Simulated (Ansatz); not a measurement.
System: rocksalt RbBr, space group Fm-3m, 2 atoms in the primitive cell, relaxed with r2SCAN; cubic a = 6.922 Å. Starting point: PBE, Ansatz PAW set, no spin polarisation, no spin-orbit coupling, 4×4×4 k mesh, 420 eV cutoff, fixed occupations (Ansatz 0.2.0). Many-body step: G0W0 with empty bands 1128, screening cutoff 300 eV and frequency treatment contour deformation.

In PBE the smallest gap over these k points is 4.29 eV, with direct gaps of 4.29 eV at Γ, 5.80 eV at X and 7.07 eV at L.

### What does G0W0 give?

Over the k points that were corrected, the smallest gap goes from 4.29 eV in PBE (direct at Γ) to 6.91 eV in G0W0 (direct at Γ), a change of +2.62 eV (+61 %). Counted from the valence top, the lowest empty level moves by +2.62 eV at Γ, +2.73 eV at X and +2.61 eV at L; over the 8 points that were corrected the shifts run from +2.61 to +2.78 eV: a spread of 0.17 eV on a mean of 2.70 eV, so one scissor shift describes this level well. The quasiparticle weight (renormalisation factor) lies between 0.80 and 0.86 for the top filled and first empty levels.

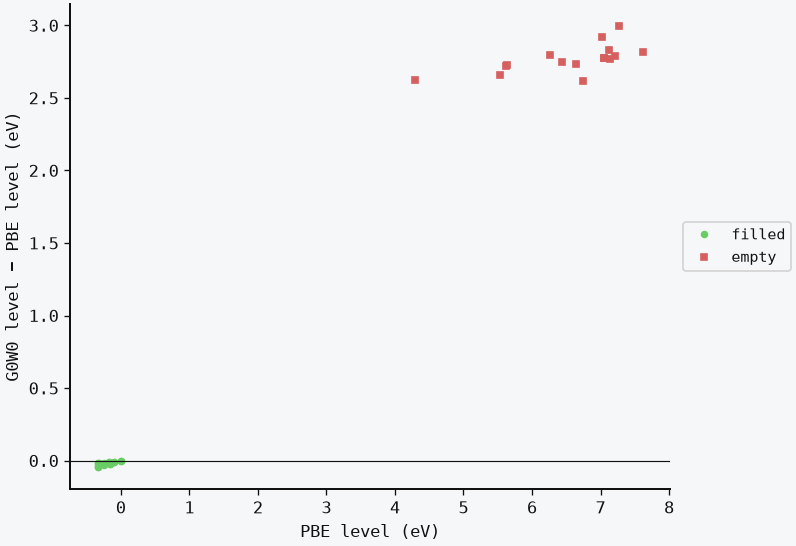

Change of each level from PBE to G0W0 against its PBE energy, both sets counted from their own valence top.

```csv
k point,PBE direct gap (eV),G0W0 direct gap (eV)
Γ,4.29,6.91
X,5.80,8.55
L,7.07,9.70
```

Spin-orbit coupling is left out, which matters for Br. Bands, cutoffs and mesh are finite, so these values aren't at the basis limit.
